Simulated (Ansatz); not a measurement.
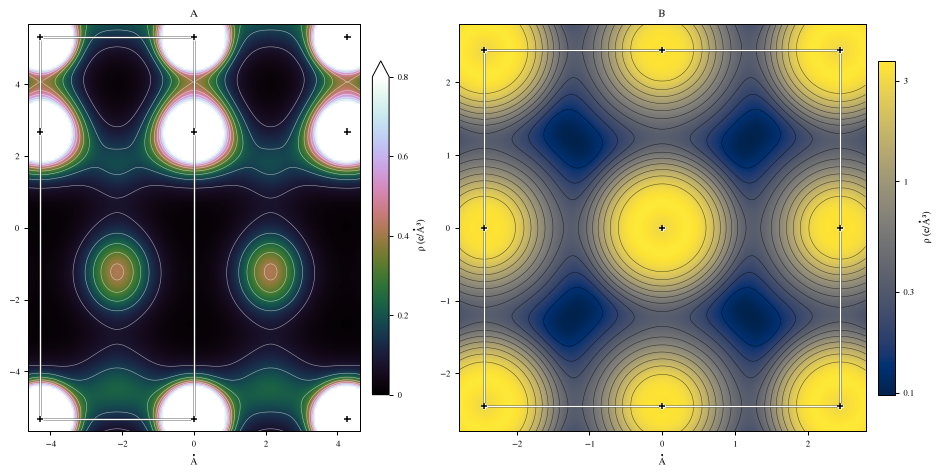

The valence pseudo-density of 2 systems, each on a plane through atoms (crosses mark nuclei in the plane).

These are results of DFT, r2SCAN with spin-orbit coupling, plane waves, PAW (Ansatz), not measurements.

System 1: InAs, the (010) plane of the conventional cell. Space group R3m; started from the zincblende prototype, which need not be the ambient phase; changed on purpose from its base cell (epitaxial 111 strain -1.0%).

System 2: YN, the (001) plane of the conventional cell. Space group Fm-3m; started from the rocksalt prototype, which need not be the ambient phase.

**Which map belongs to which system?**

Panel A is system 1, InAs: the plane holds In and As. In–As (2.64 Å): ρ is about 0.41 e/Å³ halfway. Panel B is system 2, YN: the plane holds Y and N. Y–N (2.45 Å): ρ at the midpoint is about 0.34 e/Å³.
